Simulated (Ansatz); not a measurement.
## Run report: TaN, geometry relaxation (part 1 of 2)

TaN (8 atoms in the cell), computed with DFT PBE, scalar-relativistic, plane waves, PAW, no spin polarisation (Ansatz 0.2.0).

The structure derives from an entry of the Crystallography Open Database. It belongs to a series of runs on one base structure; here: film's bulk on the substrate's plane, third vector and atoms relaxed.

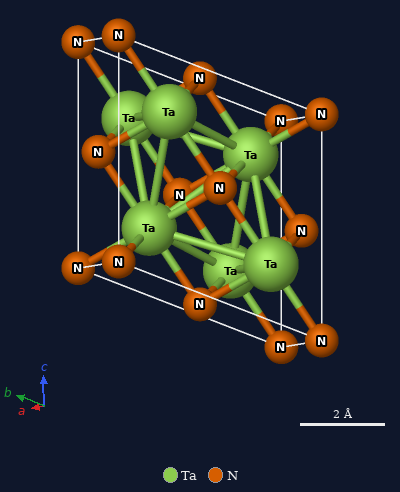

*The structure as given in the input (ball-and-stick view of the reduced cell, seen at an oblique angle). An atom can appear more than once, as a periodic image.*

Near neighbours in the periodic cell (some may lie outside the picture): Ta has 6 N at 2.21 Å and 12 Ta at 3.12 Å; N has 6 Ta at 2.21 Å.

Results in brief

| quantity | value |
| --- | --- |
| outcome | converged |
| space group (tolerance 0.01 Å) | Fm-3m (225) |
| electrons treated | 72 |
| free energy | −41271.6805 eV |
| Fermi energy | 21.399 eV |
| gap on the k-point mesh | none (metallic) |
| pressure | 0.49 GPa |
| final volume | 86.05 Å³ |
| largest force (length of the vector) at the end | under 0.001 eV/Å |
| final cell | a = 6.243 Å, b = 6.243 Å, c = 3.119 Å, α = 60.06°, β = 119.94°, γ = 120.00° |
| hardware | 8 threads of Intel Xeon (Granite Rapids), 32 GiB of memory available, shared host |
| wall time | 8.9 s (CPU time 65 s) |
| peak memory | 0.85 GiB |

Remarks

Spin–orbit coupling is left out, which matters for Ta.

Input
```yaml
crystal:
  lattice:
    - [6.2432735681, 0.0, 0.0]
    - [-3.121636784, 5.4068335127, 0.0]
    - [-1.560818392, 0.9011389188, 2.5521201403]
  atoms:
    - { symbol: Ta, position: [0.25, 0.25, 0.5] }
    - { symbol: Ta, position: [0.75, 0.25, 0.5] }
    - { symbol: Ta, position: [0.25, 0.75, 0.5] }
    - { symbol: Ta, position: [0.75, 0.75, 0.5] }
    - { symbol: "N", position: [0.0, 0.5, 0.0] }
    - { symbol: "N", position: [0.5, 0.5, 0.0] }
    - { symbol: "N", position: [0.0, 0.0, 0.0] }
    - { symbol: "N", position: [0.5, 0.0, 0.0] }
basis:
  ecutwfc: 420
kpoints:
  mp_grid: { grid: [6, 6, 13] }
hamiltonian:
  xc: pbe
scf:
  occupations: { method: gaussian, width: 0.1 }
output:
  forces: true
  stress: true
  eigenvalues: true
  write_density: true
  write_potential: true
  elf: true
  volumetric_format: npy
relax:
  adjacent_minimum: "off"
  f_tol: 0.01
  max_steps: 50
  cell: { fix: [a, b, gamma], stress_tol: 0.1 }
```

Launched with:
```bash
ansatz run input.yaml --threads 8 --pin off --max-ram 20480MiB --backend cpu --events-out ev --progress --plain --runs-dir out
```

Log
```
Engine: ansatz 0.2.0, x86_64-unknown-linux-gnu
Pseudopotentials: kind: paw
Pseudopotential: Ta, paw, valence charge 13, recommended cutoff 420 eV (normal), Ta.paw.azcp
Pseudopotential: N, paw, valence charge 5, recommended cutoff 420 eV (normal), N.paw.azcp
Functional definition: PBE
  parameter kappa = 0.804
  parameter beta = 0.06672455060314922
  exchange = pbe_x(kappa = kappa, mu = beta*pi^2/3)
  correlation = pbe_c(beta = beta)
Crystal: 8 atoms, lattice volume = 86.150 Å³
Basis set: ecut = 420 eV, 1675 PW (Γ), exchange–correlation on 90×90×48 points (8 copies of the dense FFT grid, shifted against one another)
Bands: 44, of which v1, the nominal top of the filled ones, is band 36 counted from 1 (35 counted from 0)
Symmetry: 16 space group operations
Space group: R-3m (ITA 166), of the structure as read, at distance tolerance 4.4e-5 Å
k-points: 139 of 468
Non-local potential: Ta, projectors of the file, l = 0: 3, l = 1: 2, l = 2: 2, l = 3: 1
Non-local potential: N, projectors of the file, l = 0: 2, l = 1: 2, l = 2: 1
PAW form: soft (Blöchl's): semilocal exchange-correlation on the pseudo side does not see the compensation charge
PAW one-centre angular grid: Ta, 590 points (default); XC on 64 Gauss nodes
PAW one-centre angular grid: N, 110 points (default); XC on 64 Gauss nodes
Initial density: superposition of atomic densities (neutral atoms: chi_scale 0, normalization atom), corrected by the library's trained network
Initial wavefunctions: pseudopotential atomic-orbital guess
Functional: x = pbe(κ = 0.804, μ = 0.2195149727645171), c = pbe(β = 0.06672455060314922)
SCF iter   1: F=—  HF=-41271.680051 eV  |F-HF|=—  |Δ(HF+E_count)|=         —  Δρ=1.84e-3  dr2=1.42e-3  ethr=1.77e-3  ⟨swp⟩=5.4  Hψ=23258  notcnv=0
preconditioner: auto → Kerker (q_TF=auto, 2.648 Å⁻¹)  [metal: Δε(μ)=0.003 eV  Ē_g=9.551 eV  σ=0.100 eV  W_gap=0.02  n_scr=30 (ndim 8)  ℏωp=25.3 eV  f_vac=0.000  D(μ)=3.35/eV (n_scr^D=30)]
SCF iter   2: F=—  HF=-41271.679577 eV  |F-HF|=—  |Δ(HF+E_count)|=   4.73e-4  Δρ=1.01e-3  dr2=2.63e-4  ethr=1.98e-6  ⟨swp⟩=2.0  Hψ=12255  notcnv=0
SCF iter   3: F=—  HF=-41271.680009 eV  |F-HF|=—  |Δ(HF+E_count)|=   4.32e-4  Δρ=4.24e-4  dr2=6.74e-5  ethr=3.66e-7  ⟨swp⟩=2.0  Hψ=8629  notcnv=0
SCF iter   4: F=—  HF=-41271.680058 eV  |F-HF|=—  |Δ(HF+E_count)|=   4.88e-5  Δρ=5.69e-5  dr2=2.15e-6  ethr=9.36e-8  ⟨swp⟩=2.0  Hψ=8196  notcnv=0
iter 5 did not close the SCF: its close was put off for the readings that it lacked (scf_convergence_deferred on its scf_iter line)
SCF iter   5: F=-41271.680059 eV  HF=-41271.680059 eV  |F-HF|=5.01e-9  |Δ(HF+E_count)|=   5.79e-7  Δρ=9.50e-6  dr2=4.45e-8  ethr=2.99e-9  ⟨swp⟩=2.0  Hψ=8541  notcnv=0
SCF iter   6: F=-41271.680059 eV  HF=-41271.680059 eV  |F-HF|=7.28e-10  |Δ(HF+E_count)|=   2.14e-8  Δρ=2.13e-6  dr2=2.22e-9  ethr=6.18e-11  ⟨swp⟩=10.0  Hψ=38696  notcnv=0
SCF 1 converged in 6 iterations: F = -41271.680059 eV  dr2 = 2.22e-9
  greatest PAW one-centre occupation: 0.999 electrons in one spin orbital (limit 2), on the Ta atom at site 3 (counted from 0), in its partial waves of l = 0
relax step   1: F+E_penalty+E_count = -41271.68005879 eV  Δ(F+E_penalty+E_count) = +0.000e0 eV  max|allowed force component| = 1.019e-28 eV/Å  Δτ_max = 0.0000 Å  P = +0.101 GPa  Ω = 86.150 Å³  fix = [a, b, gamma]  reactions: a +0.401, b +0.401 GPa; gamma -0.394 GPa/rad  (6 SCF iters, dr2 threshold 1.00e-7 eV, accepted)
Crystal: 8 atoms, lattice volume = 86.010 Å³
Initial density: handed on by an earlier stage of this run
Initial wavefunctions: those handed on with the density
iter 1 solved again at ethr=1.79e-7 eV; its pass at ethr=3.10e-3 eV (dr2=1.29e-4 eV) is discarded
SCF iter   1: F=—  HF=-41271.680878 eV  |F-HF|=—  |Δ(HF+E_count)|=         —  Δρ=4.75e-4  dr2=1.62e-4  ethr=1.79e-7  ⟨swp⟩=3.1  Hψ=28706  notcnv=0
preconditioner: auto → Kerker (q_TF=auto, 2.649 Å⁻¹)  [metal: Δε(μ)=0.012 eV  Ē_g=9.569 eV  σ=0.100 eV  W_gap=0.07  n_scr=30 (ndim 8)  ℏωp=25.3 eV  f_vac=0.000  D(μ)=3.30/eV (n_scr^D=30)]
SCF iter   2: F=—  HF=-41271.680839 eV  |F-HF|=—  |Δ(HF+E_count)|=   3.96e-5  Δρ=2.33e-4  dr2=4.03e-5  ethr=1.79e-7  ⟨swp⟩=2.0  Hψ=8436  notcnv=0
SCF iter   3: F=—  HF=-41271.680825 eV  |F-HF|=—  |Δ(HF+E_count)|=   1.41e-5  Δρ=7.57e-5  dr2=5.51e-6  ethr=5.59e-8  ⟨swp⟩=2.6  Hψ=9163  notcnv=0
SCF iter   4: F=-41271.680823 eV  HF=-41271.680823 eV  |F-HF|=8.29e-9  |Δ(HF+E_count)|=   1.85e-6  Δρ=1.84e-5  dr2=1.41e-7  ethr=1.11e-9  ⟨swp⟩=8.7  Hψ=44114  notcnv=0
SCF 2 converged in 4 iterations: F = -41271.680823 eV  dr2 = 1.41e-7
relax step   2: F+E_penalty+E_count = -41271.68082271 eV  Δ(F+E_penalty+E_count) = -7.639e-4 eV  max|allowed force component| = 5.088e-29 eV/Å  Δτ_max = 0.0000 Å  P = +0.648 GPa  Ω = 86.010 Å³  energy of the carried Pulay correction = +4.357e-4 eV  fix = [a, b, gamma]  reactions: a +0.875, b +0.875 GPa; gamma -0.912 GPa/rad  (4 SCF iters, dr2 threshold 8.00e-7 eV, accepted)
Crystal: 8 atoms, lattice volume = 86.049 Å³
iter 1 solved again at ethr=8.58e-9 eV; its pass at ethr=3.10e-3 eV (dr2=6.18e-6 eV) is discarded
SCF iter   1: F=—  HF=-41271.680729 eV  |F-HF|=—  |Δ(HF+E_count)|=         —  Δρ=9.50e-5  dr2=6.97e-6  ethr=8.58e-9  ⟨swp⟩=3.1  Hψ=28863  notcnv=0
preconditioner: auto → Kerker (q_TF=auto, 2.648 Å⁻¹)  [metal: Δε(μ)=0.011 eV  Ē_g=9.564 eV  σ=0.100 eV  W_gap=0.06  n_scr=30 (ndim 8)  ℏωp=25.3 eV  f_vac=0.000  D(μ)=3.32/eV (n_scr^D=30)]
SCF iter   2: F=—  HF=-41271.680728 eV  |F-HF|=—  |Δ(HF+E_count)|=   7.79e-7  Δρ=3.68e-5  dr2=9.81e-7  ethr=8.58e-9  ⟨swp⟩=2.0  Hψ=8700  notcnv=0
SCF iter   3: F=—  HF=-41271.680728 eV  |F-HF|=—  |Δ(HF+E_count)|=   2.29e-7  Δρ=1.53e-5  dr2=1.99e-7  ethr=1.36e-9  ⟨swp⟩=2.1  Hψ=7286  notcnv=0
SCF iter   4: F=-41271.680728 eV  HF=-41271.680728 eV  |F-HF|=6.11e-10  |Δ(HF+E_count)|=   5.93e-8  Δρ=2.51e-6  dr2=3.70e-9  ethr=1.31e-10  ⟨swp⟩=8.5  Hψ=36776  notcnv=0
SCF 3 converged in 4 iterations: F = -41271.680728 eV  dr2 = 3.70e-9
relax step   3: F+E_penalty+E_count = -41271.68072793 eV  Δ(F+E_penalty+E_count) = +9.478e-5 eV  max|allowed force component| = 7.396e-29 eV/Å  Δτ_max = 0.0000 Å  P = +0.498 GPa  Ω = 86.049 Å³  energy of the carried Pulay correction = +3.164e-4 eV  fix = [a, b, gamma]  reactions: a +0.742, b +0.742 GPa; gamma -0.833 GPa/rad  (4 SCF iters, dr2 threshold 9.44e-8 eV, accepted)
Initial wavefunctions: pseudopotential atomic-orbital guess (no wavefunctions were taken with the density)
iter 1 solved again at ethr=2.88e-8 eV; its pass at ethr=3.10e-3 eV (dr2=2.08e-5 eV) is discarded
SCF iter   1: F=—  HF=-41271.680466 eV  |F-HF|=—  |Δ(HF+E_count)|=         —  Δρ=9.33e-6  dr2=1.25e-8  ethr=2.88e-8  ⟨swp⟩=3.8  Hψ=41581  notcnv=0
SCF iter   2: F=—  HF=-41271.680467 eV  |F-HF|=—  |Δ(HF+E_count)|=   8.09e-7  Δρ=5.04e-6  dr2=3.94e-9  ethr=1.73e-11  ⟨swp⟩=2.9  Hψ=11659  notcnv=0
iter 3 did not close the SCF: its close was put off for the readings that it lacked (scf_convergence_deferred on its scf_iter line)
SCF iter   3: F=-41271.680467 eV  HF=-41271.680467 eV  |F-HF|=5.09e-11  |Δ(HF+E_count)|=   7.38e-9  Δρ=5.66e-7  dr2=2.03e-10  ethr=5.47e-12  ⟨swp⟩=2.0  Hψ=8840  notcnv=0
iter 4 did not close the SCF: its close was put off for the readings that it lacked (scf_convergence_deferred on its scf_iter line)
SCF iter   4: F=-41271.680467 eV  HF=-41271.680467 eV  |F-HF|=0.00e0  |Δ(HF+E_count)|=    0.00e0  Δρ=1.58e-7  dr2=2.08e-11  ethr=1.00e-12  ⟨swp⟩=1.0  Hψ=6116  notcnv=0
iter 5 did not close the SCF: its close was put off for the readings that it lacked (scf_convergence_deferred on its scf_iter line)
SCF iter   5: F=-41271.680467 eV  HF=-41271.680467 eV  |F-HF|=7.28e-12  |Δ(HF+E_count)|=  7.28e-12  Δρ=5.48e-8  dr2=1.79e-12  ethr=1.00e-12  ⟨swp⟩=1.0  Hψ=6116  notcnv=0
iter 6 did not close the SCF: its close was put off for the readings that it lacked (scf_convergence_deferred on its scf_iter line)
SCF iter   6: F=-41271.680467 eV  HF=-41271.680467 eV  |F-HF|=1.46e-11  |Δ(HF+E_count)|=  7.28e-12  Δρ=2.11e-8  dr2=3.16e-13  ethr=1.00e-12  ⟨swp⟩=1.0  Hψ=6116  notcnv=0
SCF iter   7: F=-41271.680467 eV  HF=-41271.680467 eV  |F-HF|=1.46e-11  |Δ(HF+E_count)|=    0.00e0  Δρ=2.04e-9  dr2=2.64e-15  ethr=1.00e-12  ⟨swp⟩=4.0  Hψ=21418  notcnv=0
SCF 4 converged in 7 iterations: F = -41271.680467 eV  dr2 = 2.64e-15
relax step   4: F+E_penalty+E_count = -41271.68046709 eV  Δ(F+E_penalty+E_count) = +2.608e-4 eV  max|allowed force component| = 5.759e-29 eV/Å  Δτ_max = 0.0000 Å  P = +0.493 GPa  Ω = 86.049 Å³  fix = [a, b, gamma]  reactions: a +0.739, b +0.739 GPa; gamma -0.832 GPa/rad  stress off target by 1.53e-2 GPa on what of the cell is left free  SCF on the basis re-selected at this cell (its energy is not comparable with the rows above)  (7 SCF iters)
```

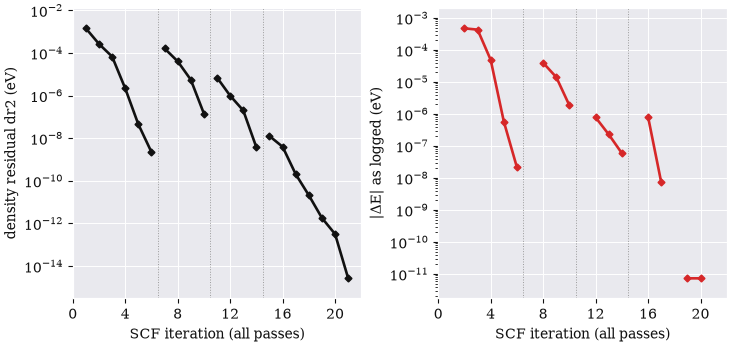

*Convergence of the self-consistent field: density residual dr2 and size of the energy change against the SCF iteration. The dotted lines part the SCF passes of the relaxation: geometry steps, rejected trials and re-solves on a re-selected basis.*

The passes take 6, 4, 4 and 7 iterations.

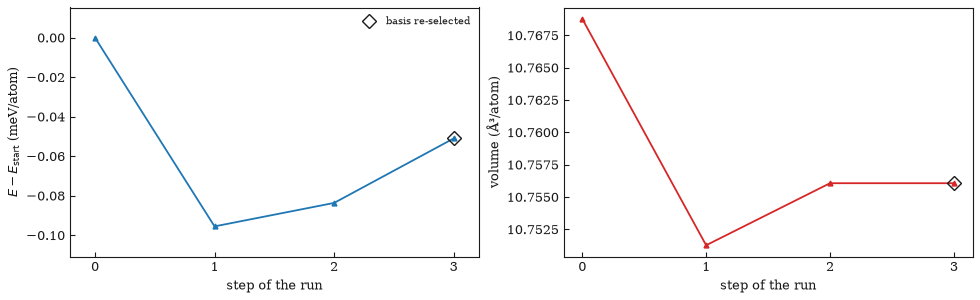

*Progress of the relaxation, step by step (the first geometry is step 0 here and step 1 in the log).*

No atom moves by more than 0.005 Å relative to the cell. Cell: a 3.124 → 3.119 Å (−0.2 %), b = c 5.408 → 5.410 Å (0.0 %). Volume −0.1 %. Among the contacts that change: Ta1–Ta1 3.124 → 3.119 Å. The space group stays Fm-3m (No. 225). After 2 geometry steps the energy has fallen by 0.1 meV per atom. All forces vanish by symmetry, so only the cell relaxes. The pressure goes from 0.10 to 0.49 GPa. A last SCF at the same geometry on a re-selected plane-wave basis shifts the energy by +0.0 meV per atom. (Atoms are counted from 1 in the order of the input.)

```
basis re-selected at this cell: Δ(F+E_penalty+E_count) = +2.608e-4 eV, ΔP = -0.006 GPa vs the last step (what re-selecting the basis moved, of the pressure what is left beyond the Pulay correction that the steps carried, after the strain that the cell walked since its last selection, with what the two solves' SCF thresholds leave and, on support functions, any second-order correction that the steps lacked; it is no measure of the basis error at this ecutwfc). This SCF's stress stands 1.53e-2 GPa from its target on what of the cell is left free (relax.cell.stress_tol is 1.00e-1 GPa) and its largest allowed force component is 5.76e-29 eV/Å (relax.f_tol is 1.00e-2 eV/Å): within both
SCF converged after 7 iterations
Free energy (F): -41271.680467 eV
Harris-Foulkes:  -41271.680467 eV  (|F-HF|=1.46e-11)
Internal energy: -41271.663855 eV  (E = F + TS)
E sigma→0 (E₀):  -41271.672161 eV
Entropy (-TS):   -0.016612 eV (-2.077 meV/atom)
Fermi energy:    21.399351 eV
```
